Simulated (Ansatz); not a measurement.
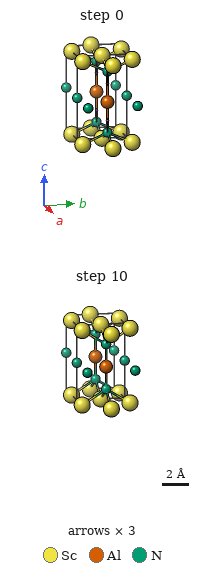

The structure of crystalline Sc₂AlN₃ (a generated structure, set up in P4/mmm) (coarse preliminary run) before (top) and after (bottom) a relaxation, at one scale. The purple arrows give the displacements (the part carried along by the change of the cell is left out), magnified 3 times.

Style: ball-and-stick. Shown: the cell of the calculation, repeated 2 × 1 × 1 with one cell outlined, slightly off an axis.

All numbers below come from Ansatz 0.2.0, DFT PBE, scalar-relativistic, plane waves, PAW.

Input file:
```yaml
crystal:
  lattice:
    - [3.93925602, 0.0, 0.0]
    - [0.0, 3.93925602, 0.0]
    - [0.0, 0.0, 6.58997679]
  atoms:
    - { symbol: Sc, position: [0.0, 0.5, 0.0] }
    - { symbol: Sc, position: [0.5, 0.0, 0.0] }
    - { symbol: Al, position: [0.5, 0.5, 0.5] }
    - { symbol: "N", position: [0.5, 0.5, 0.13211566] }
    - { symbol: "N", position: [0.5, 0.5, 0.86788434] }
    - { symbol: "N", position: [0.0, 0.0, 0.5] }
basis:
  ecutwfc: 420
kpoints:
  mp_grid: { grid: [4, 4, 4] }
hamiltonian:
  xc: pbe
scf:
  occupations: { method: gaussian, width: 0.1 }
  lower_state_search: "off"
output:
  forces: true
  stress: true
  eigenvalues: true
relax:
  adjacent_minimum: "off"
  f_tol: 0.04
  max_steps: 70
  cell: { stress_tol: 0.4 }
```

Launched with:
```bash
ansatz run input.yaml --threads 1 --pin off --max-ram 2560MiB --backend cpu --events-out ev --progress --plain --runs-dir out
```

Question: Summarise the run.

Answer: After 9 accepted moves (10 points after the start) the energy has fallen by 402 meV per atom. The largest force component goes from 0.72 to 0.00018 eV/Å. Pressure: −4.23 GPa at the start and −0.29 GPa at the end. The SCF was repeated once at an unchanged geometry on a basis and grid sized afresh for the cell, which shifted the energy by 2.1 meV per atom at most. The largest moves relative to the cell, 0.39 Å, are those of N4 and N5. N5 goes along −c. Al and Sc stay in place. The volume changes by −16.1 %, with a = b 3.939 → 3.806 Å (−3.4 %), c 6.590 → 5.926 Å (−10.1 %). Near-neighbour distances that change, for instance: Al3–N4 2.424 → 1.789 Å, N4–N5 1.741 → 2.348 Å, Sc1–Sc2 2.785 → 2.691 Å, Sc1–N4 2.153 → 2.236 Å. Bond angles that change, for instance: N4–Sc1–N4 132.3° → 116.7°, Sc1–N4–Sc1 132.3° → 116.7°, Sc1–N4–Sc2 80.6° → 74.0°. The space group stays P4/mmm (No. 123).

Limits of the set-up: the k-point mesh is coarse for a cell with partly filled bands.
